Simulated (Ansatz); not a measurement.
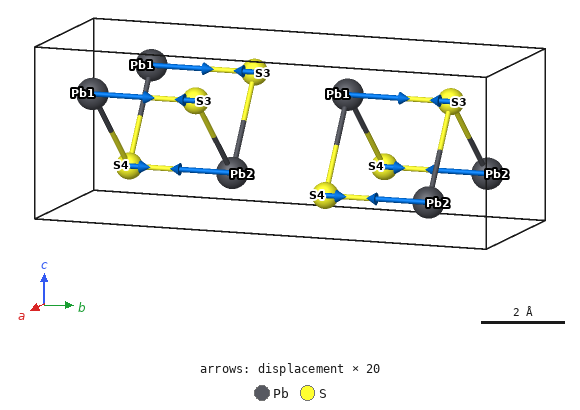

Solid PbS (built on the database structure type). The blue arrows show how the atoms are displaced (without the part that the change of the cell carries along), magnified 20 times. Besides, all lengths are scaled by +3.4 % (volume +10.7 %). The picture is a ball-and-stick view of the conventional cell (2 times the calculation's cell), seen slightly off an axis. Lengths and directions refer to the drawn axes.

Level of theory: Ansatz 0.2.0, DFT, PBE, plane waves, PAW. (plane-wave cutoff 420 eV; k-point mesh 6 × 6 × 6; occupations fermi dirac; smearing width 0.02 eV; no spin polarisation)

> Describe the displacements and the computed response.

Atoms are displaced by up to 0.08 Å (root mean square over those that move 0.06 Å) relative to the cell: Pb1 0.08 Å along +b, S3 0.03 Å along −b. No relaxation follows. The energy changes by less than 1 meV per atom. The pressure goes from 2.1 to −1.3 GPa. The principal stresses (compression positive) are 0.7 GPa along b, −2.2 GPa along a, −2.4 GPa along c. The largest forces, 0.13 eV/Å, act on S3 and S4; on S3 it points along +b. The forces mostly point back along the displacements (cosine −0.72). The band gap goes from 1.09 to 1.30 eV. Some distances before and after: Pb–S 2.972 → 3.071 Å, Pb–S 2.683 → 2.667 Å. The space group stays Cmcm (No. 63).
